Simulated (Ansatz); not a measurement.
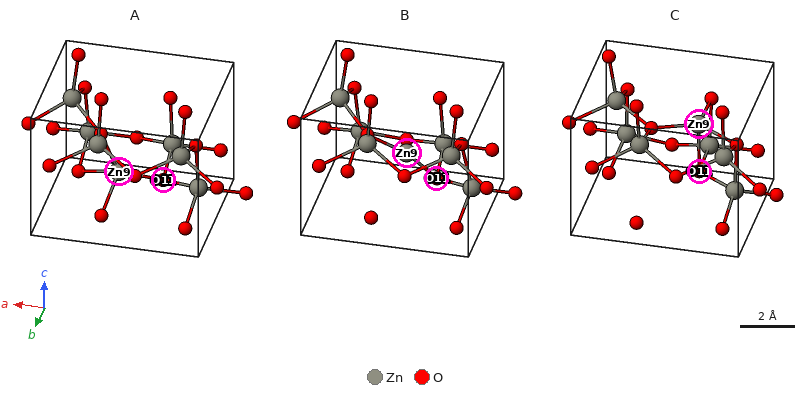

3 geometries from a converged minimum-energy path of ZnO with a Zn vacancy (15 atoms in the cell, charge +2), shuffled. Style: ball-and-stick. Shown: the simulation cell (origin moved), from a free direction. The atoms that move most are ringed. Bonds to atoms that aren't drawn are left out.

All numbers below come from DFT PBE, scalar-relativistic, plane waves, PAW in Ansatz. Settings: plane-wave cutoff 420 eV; k-point mesh 2 × 2 × 2; Gaussian smearing 0.02 eV; 5 movable images; climbing image; force threshold 0.05 eV/Å; iteration limit 39; starting path by straight interpolation.

Q: Which frame is the transition state?

A: B. In order along the path, whose images run from 0 to 6: C (image 1, +0.53 eV), B (image 3, +1.19 eV), A (image 5, +0.23 eV). A Zn atom travels furthest, 3.16 Å from end to end, roughly along [1 1 −2], on a path that bends up to 0.36 Å away from the straight line. At the highest image its nearest neighbour (O) is 1.79 Å away, against 1.90 Å at the start, and the surrounding atoms stand up to 0.42 Å off the mean of their end positions.

Limits of the set-up: the k-point mesh is coarse for a cell with partly filled bands; the periodic images lie only 5.2 Å apart, so the values are limited by the cell's size; the cell is charged, on a uniform background, and energies carry no finite-size correction.

Cost: 20 min on 1 thread of Arm Neoverse V1, on a shared host, peak memory 0.76 GiB.

PAW datasets: the set soft_1.
